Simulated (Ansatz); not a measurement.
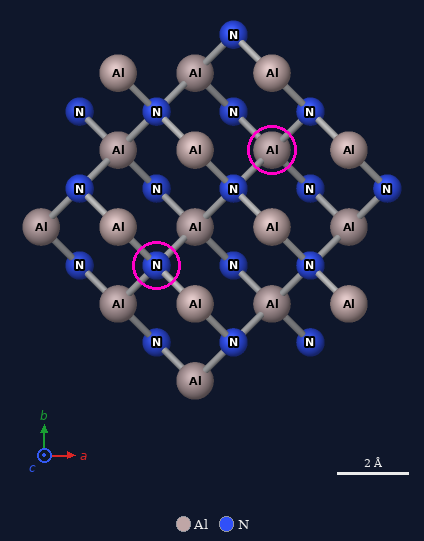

Perfect AlN. A ball-and-stick model of the atoms within 5.2 Å of one point, in a slice 4.2 Å thick across the line of sight, seen along the c axis.

Computed with DFT, PBEsol, PAW, plane waves (Ansatz 0.2.0). Set-up: plane-wave cutoff 420 eV; k-point mesh 1 × 1 × 1; mesh shifted by (0.25, 0.25, 0.25); no spin polarisation. Fermi-Dirac smearing of 0.01 eV. The axes drawn are those of the host's conventional cell.

An aluminium atom is taken out (a vacancy) and a nitrogen atom is taken out (a vacancy), the two sites 4.8 Å apart at the ringed places, in charge state 0. The supercell has 64 sites, and the atoms are relaxed at the host's cell.

Question: How do the neighbours respond?

Answer: Around the empty Al site the host had 4 N at 1.90 Å; after relaxation the nearest atoms are 4 N at 2.03 to 2.39 Å. Around the empty N site the host had 4 Al at 1.90 Å; after relaxation the nearest atoms are 4 Al at 2.21 to 2.53 Å. Of the host's atoms, an aluminium atom moves furthest from its site, by 0.64 Å.

The relaxed defect, seen from the same direction:

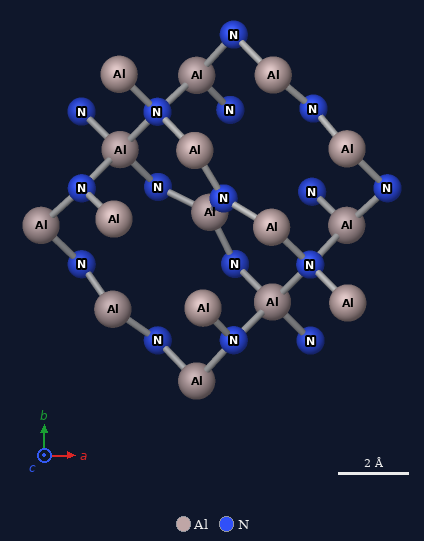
